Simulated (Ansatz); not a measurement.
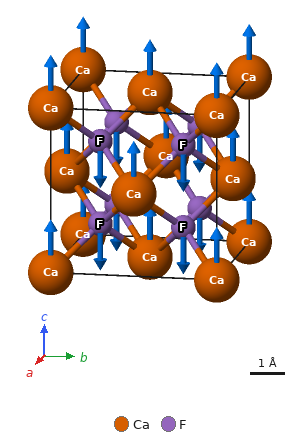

The lowest optical mode of crystalline CaF2 relaxed at 30 GPa, space group Fm-3m (No. 225), at the zone centre. The blue arrows give the relative displacements of the atoms. Style: ball-and-stick. Shown: the conventional cell (4 times the calculation's cell), slightly off an axis. Lengths and directions refer to the drawn axes.

Computed with DFT PBEsol, scalar-relativistic, plane waves, PAW in Ansatz 0.2.0.

Input
```yaml
crystal:
  lattice:
    - [0.0, 2.523974815, 2.523974815]
    - [2.523974815, 0.0, 2.523974815]
    - [2.523974815, 2.523974815, 0.0]
  atoms:
    - { symbol: Ca, position: [0.0, 0.0, 0.0] }
    - { symbol: F, position: [0.25, 0.25, 0.25] }
    - { symbol: F, position: [0.75, 0.75, 0.75] }
basis:
  ecutwfc: 420
kpoints:
  mp_grid: { grid: [8, 8, 8] }
hamiltonian:
  xc: pbesol
scf:
  occupations: { method: fixed }
output:
  eigenvalues: true
phonons:
  method: dfpt
  dielectric: true
  rigid_motions: translations
  eigenvectors: true
```

Run as
```bash
ansatz run input.yaml --threads 1 --pin off --max-ram 3072MiB --backend cpu --events-out ev --progress --plain --runs-dir out
```

Frequencies are those without the non-analytic (LO–TO) term.

Is this crystal at a minimum with respect to the drawn distortion?

Yes: this softest mode has a real frequency, and so have all others here. That speaks for this wave vector alone: the rest of the zone wasn't checked in this run. This is the T₁u mode (triply degenerate; one member of the set is drawn) at 403 cm⁻¹, the lowest optical level, infrared-active by symmetry. The F sublattice moves against the Ca sublattice, along c; the kinetic energy is shared as F 51 %, Ca 49 %. Its infrared intensity is 21 (D/Å)²/amu for the set. The value is the transverse one; the longitudinal partner lies at 592 cm⁻¹.
